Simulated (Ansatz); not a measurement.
Geometry relaxation of Zr3S2 (part 2 of 2)

Zr3S2 (R32, 5 atoms in the cell); DFT PBE, scalar-relativistic, plane waves, PAW, no spin polarisation (Ansatz 0.2.0); cutoff 420 eV, 12×12×12 k-mesh, Gaussian smearing of 0.1 eV. The structure derives from a Materials Project entry.

Geometry of the input (Å; fractional positions):
```
2.9025  1.6758  3.4878
-2.9025  1.6758  3.4878
0.0000  -3.3516  3.4878
Zr 0.1613  0.8387  0.5000
Zr 0.5000  0.1613  0.8387
Zr 0.8387  0.5000  0.1613
S  0.3350  0.3350  0.3350
S  0.6650  0.6650  0.6650
```

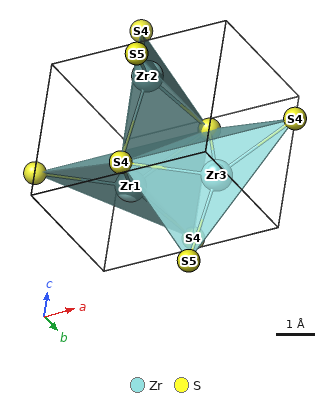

Fig. 1: The geometry at step 2 of the log (polyhedral view of the cell of the calculation, seen at an oblique angle; polyhedra are completed across the faces of the cell; atoms are numbered from 1 in the order of the input).

### Output, continued
```
SCF iter   1: F=—  HF=-14361.099863 eV  |F-HF|=—  |Δ(HF+E_count)|=         —  Δρ=9.06e-4  dr2=1.62e-3  ethr=3.57e-6  ⟨swp⟩=2.0  Hψ=28775  notcnv=0
preconditioner: auto → Kerker (q_TF=auto, 2.410 Å⁻¹)  [metal: Δε(μ)=0.004 eV  Ē_g=6.574 eV  σ=0.100 eV  W_gap=0.02  n_scr=20 (ndim 8)  ℏωp=18.1 eV  f_vac=0.000  D(μ)=2.40/eV (n_scr^D=14)]
SCF iter   2: F=—  HF=-14361.099562 eV  |F-HF|=—  |Δ(HF+E_count)|=   3.01e-4  Δρ=5.28e-4  dr2=6.15e-4  ethr=3.37e-6  ⟨swp⟩=1.0  Hψ=5481  notcnv=0
SCF iter   3: F=—  HF=-14361.099364 eV  |F-HF|=—  |Δ(HF+E_count)|=   1.98e-4  Δρ=9.49e-5  dr2=2.01e-5  ethr=1.28e-6  ⟨swp⟩=2.0  Hψ=7447  notcnv=0
SCF iter   4: F=—  HF=-14361.099309 eV  |F-HF|=—  |Δ(HF+E_count)|=   5.49e-5  Δρ=2.66e-5  dr2=9.97e-7  ethr=4.18e-8  ⟨swp⟩=2.0  Hψ=7353  notcnv=0
SCF iter   5: F=—  HF=-14361.099310 eV  |F-HF|=—  |Δ(HF+E_count)|=   1.35e-6  Δρ=6.91e-6  dr2=8.22e-8  ethr=2.08e-9  ⟨swp⟩=2.0  Hψ=8218  notcnv=0
SCF iter   6: F=—  HF=-14361.099310 eV  |F-HF|=—  |Δ(HF+E_count)|=   1.47e-8  Δρ=1.98e-6  dr2=6.85e-9  ethr=1.71e-10  ⟨swp⟩=2.3  Hψ=9110  notcnv=0
SCF iter   7: F=—  HF=-14361.099310 eV  |F-HF|=—  |Δ(HF+E_count)|=   1.09e-9  Δρ=4.42e-7  dr2=2.27e-10  ethr=1.43e-11  ⟨swp⟩=2.0  Hψ=7307  notcnv=0
SCF iter   8: F=-14361.099310 eV  HF=-14361.099310 eV  |F-HF|=7.28e-12  |Δ(HF+E_count)|=  4.73e-11  Δρ=8.28e-8  dr2=1.20e-11  ethr=1.00e-12  ⟨swp⟩=6.0  Hψ=26070  notcnv=0
SCF 3 converged in 8 iterations: F = -14361.099310 eV  dr2 = 1.20e-11
relax step   3: F+E_penalty+E_count = -14361.09930998 eV  Δ(F+E_penalty+E_count) = -2.649e-3 eV  max|allowed force component| = 3.639e-3 eV/Å  Δτ_max = 0.0043 Å  P = -0.036 GPa  Ω = 101.072 Å³  energy of the carried Pulay correction = +9.365e-5 eV  (8 SCF iters, accepted)
Crystal: 5 atoms, lattice volume = 101.060 Å³
iter 1 solved again at ethr=3.54e-8 eV; its pass at ethr=3.10e-3 eV (dr2=1.70e-5 eV) is discarded
SCF iter   1: F=—  HF=-14361.099383 eV  |F-HF|=—  |Δ(HF+E_count)|=         —  Δρ=9.46e-5  dr2=1.76e-5  ethr=3.54e-8  ⟨swp⟩=2.0  Hψ=28432  notcnv=0
preconditioner: auto → Kerker (q_TF=auto, 2.410 Å⁻¹)  [metal: Δε(μ)=0.002 eV  Ē_g=6.574 eV  σ=0.100 eV  W_gap=0.01  n_scr=20 (ndim 8)  ℏωp=18.1 eV  f_vac=0.000  D(μ)=2.38/eV (n_scr^D=14)]
SCF iter   2: F=—  HF=-14361.099331 eV  |F-HF|=—  |Δ(HF+E_count)|=   5.21e-5  Δρ=5.55e-5  dr2=6.59e-6  ethr=3.54e-8  ⟨swp⟩=1.0  Hψ=5482  notcnv=0
SCF iter   3: F=—  HF=-14361.099328 eV  |F-HF|=—  |Δ(HF+E_count)|=   2.17e-6  Δρ=9.30e-6  dr2=1.64e-7  ethr=1.37e-8  ⟨swp⟩=2.0  Hψ=7362  notcnv=0
SCF iter   4: F=-14361.099328 eV  HF=-14361.099328 eV  |F-HF|=1.18e-9  |Δ(HF+E_count)|=   5.14e-8  Δρ=2.60e-6  dr2=5.40e-9  ethr=4.36e-11  ⟨swp⟩=8.0  Hψ=32399  notcnv=0
SCF 4 converged in 4 iterations: F = -14361.099328 eV  dr2 = 5.40e-9
relax step   4: F+E_penalty+E_count = -14361.09932835 eV  Δ(F+E_penalty+E_count) = -1.837e-5 eV  max|allowed force component| = 2.261e-3 eV/Å  Δτ_max = 0.0006 Å  P = -0.010 GPa  Ω = 101.060 Å³  energy of the carried Pulay correction = +9.531e-5 eV  (4 SCF iters, dr2 threshold 2.09e-8 eV, accepted)
Initial wavefunctions: pseudopotential atomic-orbital guess (no wavefunctions were taken with the density)
iter 1 solved again at ethr=3.13e-8 eV; its pass at ethr=3.10e-3 eV (dr2=1.50e-5 eV) is discarded
SCF iter   1: F=—  HF=-14361.099285 eV  |F-HF|=—  |Δ(HF+E_count)|=         —  Δρ=7.63e-6  dr2=1.38e-8  ethr=3.13e-8  ⟨swp⟩=3.2  Hψ=39509  notcnv=0
preconditioner: auto → Kerker (q_TF=auto, 2.410 Å⁻¹)  [metal: Δε(μ)=0.002 eV  Ē_g=6.574 eV  σ=0.100 eV  W_gap=0.01  n_scr=20 (ndim 8)  ℏωp=18.1 eV  f_vac=0.000  D(μ)=2.37/eV (n_scr^D=14)]
SCF iter   2: F=—  HF=-14361.099235 eV  |F-HF|=—  |Δ(HF+E_count)|=   5.01e-5  Δρ=4.05e-6  dr2=3.32e-9  ethr=2.87e-11  ⟨swp⟩=2.3  Hψ=10514  notcnv=0
SCF iter   3: F=—  HF=-14361.099235 eV  |F-HF|=—  |Δ(HF+E_count)|=   4.26e-9  Δρ=6.86e-7  dr2=2.46e-10  ethr=6.92e-12  ⟨swp⟩=2.7  Hψ=10283  notcnv=0
SCF iter   4: F=-14361.099235 eV  HF=-14361.099235 eV  |F-HF|=1.82e-12  |Δ(HF+E_count)|=  1.06e-10  Δρ=1.84e-7  dr2=3.06e-11  ethr=1.00e-12  ⟨swp⟩=7.0  Hψ=26311  notcnv=0
SCF 5 converged in 4 iterations: F = -14361.099235 eV  dr2 = 3.06e-11
relax step   5: F+E_penalty+E_count = -14361.09923528 eV  Δ(F+E_penalty+E_count) = +9.308e-5 eV  max|allowed force component| = 2.244e-3 eV/Å  Δτ_max = 0.0000 Å  P = -0.011 GPa  Ω = 101.060 Å³  stress off target by 1.64e-2 GPa  SCF on the basis re-selected at this cell (its energy is not comparable with the rows above)  (4 SCF iters)
basis re-selected at this cell: Δ(F+E_penalty+E_count) = +9.308e-5 eV, ΔP = -0.000 GPa vs the last step (what re-selecting the basis moved, of the pressure what is left beyond the Pulay correction that the steps carried, after the strain that the cell walked since its last selection, with what the two solves' SCF thresholds leave and, on support functions, any second-order correction that the steps lacked; it is no measure of the basis error at this ecutwfc). This SCF's stress stands 1.64e-2 GPa from its target on what of the cell is left free (relax.cell.stress_tol is 5.00e-2 GPa) and its largest allowed force component is 2.24e-3 eV/Å (relax.f_tol is 5.00e-3 eV/Å): within both
SCF converged after 4 iterations
Free energy (F): -14361.099235 eV
Harris-Foulkes:  -14361.099235 eV  (|F-HF|=1.82e-12)
Internal energy: -14361.087362 eV  (E = F + TS)
E sigma→0 (E₀):  -14361.093299 eV
Entropy (-TS):   -0.011873 eV (-2.375 meV/atom)
Fermi energy:    12.883624 eV
--- Per-component energies (eV) ---
  E_band       = -290.316568
  E_kinetic    = 1220.437721
  E_local      = -2248.245532  (includes V_loc(G=0)·N_el)
  E_nonlocal   = 295.350706
  E_hartree    = 722.843065
  E_xc         = -682.664716
  E_vxc        = -752.602996  (∫ρ·V_xc dr)
  E_paw        = -10062.781607  (= ΣΔE_a)
  E_vpaw       = -250.942667  (= ΣTr[D̂ρ^β])
  E_aug_tail   = 0.000078  (compensation charges beyond the density's cutoff)
  E_ewald      = -3606.027077
  E_smearing   = -0.011873  (= −TS)
  E_closure    = -0.000000  (closes the sum)
  Σ components = -14361.099235   (vs F -14361.099235, Δ=0.00e0)
--- Forces (eV/Å), atoms counted from 1 ---
  atom   1  Zr    -0.00224387    -0.00000000     0.00000000
  atom   2  Zr     0.00112193    -0.00194325     0.00000000
  atom   3  Zr     0.00112193     0.00194325    -0.00000000
  atom   4  S      0.00000000     0.00000000     0.00098797
  atom   5  S      0.00000000    -0.00000000    -0.00098797
  max |Σ_I F_I| component: 5.92e-16 eV/Å
--- Stress (GPa, compression-positive) ---
       -0.007870      -0.000000       0.000000
       -0.000000      -0.007870      -0.000000
        0.000000      -0.000000      -0.016424
  P = ⅓ Tr σ = -0.0107 GPa (-0.107 kbar)
--- Band table (eV; the first three rows and the last of 189) ---
  k-point 0: bands = ["-36.2076", "-36.1268", "-36.1268", "-14.3772", "-14.3772", "-14.3704", "-14.3620", "-14.2995", "-14.2995", "-14.2268", "-13.9639", "-13.9639", "-2.1258", "-0.9102", "6.9271", "6.9271", "7.2554", "8.6112", "8.7974", "8.7974", "10.2802", "11.0568", "12.9902", "12.9902", "13.5822", "13.5822", "14.9071", "15.6527", "15.6527"]
  k-point 1: bands = ["-36.2061", "-36.1290", "-36.1261", "-14.4063", "-14.3895", "-14.3761", "-14.3479", "-14.2872", "-14.2727", "-14.2208", "-13.9768", "-13.9665", "-2.0951", "-0.9182", "6.8366", "7.0206", "7.2839", "8.5200", "8.7005", "8.8610", "10.3689", "11.1369", "12.8979", "12.9710", "13.4336", "13.6886", "14.7684", "15.5692", "15.7363"]
  k-point 2: bands = ["-36.2017", "-36.1329", "-36.1264", "-14.4325", "-14.4182", "-14.3908", "-14.3295", "-14.2696", "-14.2302", "-14.1948", "-14.0131", "-13.9743", "-2.0073", "-0.9438", "6.7955", "7.0824", "7.3256", "8.3127", "8.6110", "8.8891", "10.5848", "11.3343", "12.7219", "12.8655", "13.2276", "13.8073", "14.4956", "15.3648", "15.7348"]
  k-point 188: bands = ["-36.1873", "-36.1359", "-36.1359", "-14.6348", "-14.4141", "-14.3391", "-14.3391", "-14.3179", "-14.2245", "-14.2245", "-13.9404", "-13.9404", "-1.0166", "-0.8012", "5.8318", "7.0704", "7.0704", "7.8949", "8.5527", "8.5527", "12.1002", "12.5076", "12.7087", "12.7087", "13.2183", "13.2183", "13.9668", "13.9668", "15.0973"]
--- Relaxed structure (4 steps of the walk, 3 accepted, 1 SCFs on fresh bases) ---
  F+E_penalty+E_count = -14361.09923528 eV   max|allowed force component| = 2.244e-3 eV/Å   (the final SCF, on the basis selected at the relaxed cell)
  cell:  # Å, volume = 101.0595 Å³
    - [2.895211835186424, 1.6715513324225038, 3.4803742106323625]
    - [-2.895211835186424, 1.6715513324225038, 3.4803742106323625]
    - [-9.21647683567129e-35, -3.343102664795113, 3.480374210656325]
  atoms:
    - { symbol: Zr, position: [0.16210663573955142, 0.8378933642604488, 0.5] }
    - { symbol: Zr, position: [0.5000000000000001, 0.16210663573955142, 0.8378933642604488] }
    - { symbol: Zr, position: [0.8378933642604489, 0.5000000000000002, 0.16210663573955159] }
    - { symbol: S, position: [0.33477654680084395, 0.33477654680084395, 0.33477654680084395] }
    - { symbol: S, position: [0.6652234531991563, 0.6652234531991563, 0.6652234531991562] }
```

### Trajectory as extended XYZ (Å, eV, eV/Å), 5 frames, from step=1 to step=5
```
5
Lattice="2.9025 1.6758 3.4878 -2.9025 1.6758 3.4878 0.0000 -3.3516 3.4878" Properties=species:S:1:pos:R:3:forces:R:3 step=1 energy=-14361.09666 pressure_GPa=-0.92
Zr   -1.9663    0.0000    5.2317    0.0676   0.0000   0.0000
Zr    0.9832   -1.7029    5.2317   -0.0338   0.0585   0.0000
Zr    0.9832    1.7029    5.2317   -0.0338  -0.0585   0.0000
S     0.0000    0.0000    3.5050    0.0000   0.0000   0.0112
S     0.0000    0.0000    6.9583    0.0000   0.0000  -0.0112
5
Lattice="2.8815 1.6636 3.4870 -2.8815 1.6636 3.4870 0.0000 -3.3272 3.4870" Properties=species:S:1:pos:R:3:forces:R:3 step=2 energy=-14361.09518 pressure_GPa=0.97 accepted=F
Zr   -1.9407    0.0000    5.2305   -0.0977   0.0000   0.0000
Zr    0.9703   -1.6807    5.2305    0.0489  -0.0846   0.0000
Zr    0.9703    1.6807    5.2305    0.0489   0.0846   0.0000
S     0.0000    0.0000    3.4980    0.0000   0.0000  -0.0028
S     0.0000    0.0000    6.9629    0.0000   0.0000   0.0028
5
Lattice="2.8946 1.6712 3.4822 -2.8946 1.6712 3.4822 0.0000 -3.3424 3.4822" Properties=species:S:1:pos:R:3:forces:R:3 step=3 energy=-14361.09931 pressure_GPa=-0.04
Zr   -1.9567    0.0000    5.2233    0.0036   0.0000   0.0000
Zr    0.9784   -1.6946    5.2233   -0.0018   0.0032   0.0000
Zr    0.9784    1.6946    5.2233   -0.0018  -0.0032   0.0000
S     0.0000    0.0000    3.4975    0.0000   0.0000   0.0033
S     0.0000    0.0000    6.9492    0.0000   0.0000  -0.0033
5
Lattice="2.8952 1.6716 3.4804 -2.8952 1.6716 3.4804 0.0000 -3.3431 3.4804" Properties=species:S:1:pos:R:3:forces:R:3 step=4 energy=-14361.09933 pressure_GPa=-0.01
Zr   -1.9565    0.0000    5.2206   -0.0023   0.0000   0.0000
Zr    0.9783   -1.6944    5.2206    0.0011  -0.0020   0.0000
Zr    0.9783    1.6944    5.2206    0.0011   0.0020   0.0000
S     0.0000    0.0000    3.4954    0.0000   0.0000   0.0010
S     0.0000    0.0000    6.9457    0.0000   0.0000  -0.0010
5
Lattice="2.8952 1.6716 3.4804 -2.8952 1.6716 3.4804 0.0000 -3.3431 3.4804" Properties=species:S:1:pos:R:3:forces:R:3 step=5 energy=-14361.09923 pressure_GPa=-0.01
Zr   -1.9565    0.0000    5.2206   -0.0022   0.0000   0.0000
Zr    0.9783   -1.6944    5.2206    0.0011  -0.0019   0.0000
Zr    0.9783    1.6944    5.2206    0.0011   0.0019   0.0000
S     0.0000    0.0000    3.4954    0.0000   0.0000   0.0010
S     0.0000    0.0000    6.9457    0.0000   0.0000  -0.0010
```

### Key numbers

```tsv
quantity	value
outcome	converged
space group (tolerance 0.01 Å)	R32 (155)
electrons treated	48
free energy	−14361.0992 eV
Fermi energy	12.884 eV
gap on the k-point mesh	none (metallic)
pressure	−0.01 GPa
final volume	101.06 Å³
largest force (length of the vector) at the end	0.002 eV/Å
final cell	a = 4.826 Å, b = 4.826 Å, c = 4.826 Å, α = 73.73°, β = 73.73°, γ = 73.73°
hardware	2 threads of Arm Neoverse V1, 24 GiB of memory available, shared host
wall time	2.5 min (CPU time 4.9 min)
peak memory	0.71 GiB
```
